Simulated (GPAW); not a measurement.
## LiCl (Fm-3m): ε∞ against the local-field cutoff

The size of the dielectric matrix of LiCl (Fm-3m) is raised step by step, on the same bands.

The structure is cubic, space group Fm-3m (No. 225). Conventional cell: a = 5.130 Å, b = 5.130 Å, c = 5.130 Å, α = 90.00°, β = 90.00°, γ = 90.00°. Cl on site b is surrounded by 6 Li at 2.56 Å. Li on site a is surrounded by 6 Cl at 2.56 Å.

Method: GPAW 26.7.0, PBE, RPA, k-mesh 12×12×12, Lorentzian half width 0.15 eV.

Launch of the response step: `OMP_NUM_THREADS=1 python df.py`. The series took 61 s in all, its band step included, on 1 thread of Arm Neoverse V2, with other jobs on the host.

```tsv
cutoff (eV)	time of the step (s)	ε∞
40	4	2.7352
60	4	2.7343
100	5	2.7273
150	8	?
```

The number of plane waves grows as cutoff^(3/2); a common extrapolation takes the result as linear in its inverse.

Working, on the rows shown:

| x = cutoff^(−3/2) (eV^−3/2) | y = ε∞ |
| --- | --- |
| 0.00395285 | 2.7352 |
| 0.00215166 | 2.7343 |
| 0.001 | 2.7273 |

Means: x̄ = 0.0023682, ȳ = 2.7323. Σ(x − x̄)(y − ȳ) = 1.100e-05, Σ(x − x̄)² = 4.430e-06. Slope = 1.100e-05 / 4.430e-06 = 2.484; intercept = ȳ − slope · x̄ = 2.7264. The line misses the rows shown by at most 0.0026.

Task: Fill in the last column of the withheld row.

Result: At x = 0.00054433 the line gives y = 2.7277. The run gave 2.7242, so the extrapolation is off by 0.0035, 32 % of the range in the table. The law describes these rows poorly: it misses even the rows shown by over a tenth of the range.

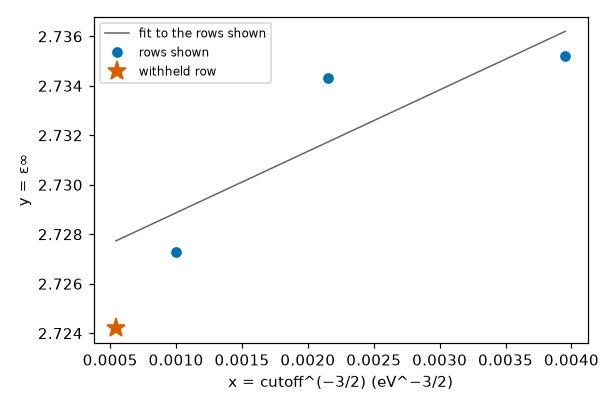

Refitted with all rows, the slope is 3.182 and the intercept 2.7242. The line reaches 2.724 at infinite cutoff, 0.0 % from the last run, while the last two runs differ by 0.11 %. ε∞ moves in steps as shells of reciprocal vectors enter, so the limit is good only to about the larger of these. The cell comes from an older database entry, whose edges can be off by a per cent or so. Excitons are left out; PBE gaps are as a rule too small. The values come from a sum over the points of one k-mesh and carry its error, which grows as the direct gap shrinks.

[Logs are printed without paths, hosts, clocks, repeated set-up lines and the standing remarks that a program may print on its own settings, such as how far it seeks lower states.]
